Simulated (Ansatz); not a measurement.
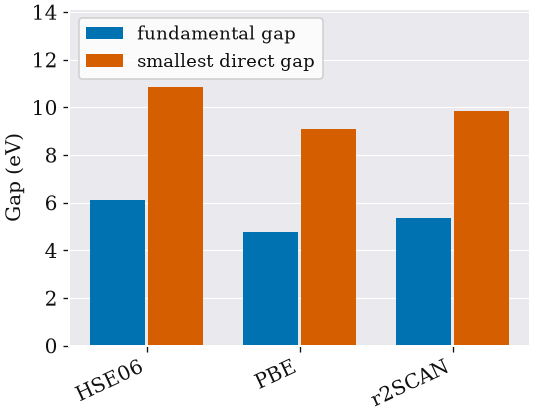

Gaps of BN, space group P6_3mc (No. 186), 4 atoms in the cell, hydrostatic strain −5.9%, at several levels of theory on one cell (Ansatz, plane waves and PAW; edges over the mesh and the special points).

How does the gap depend on the level, and does its kind change?

In rising order: PBE 4.75 eV, r2SCAN 5.34 eV and HSE06 6.10 eV. It is indirect at every level.
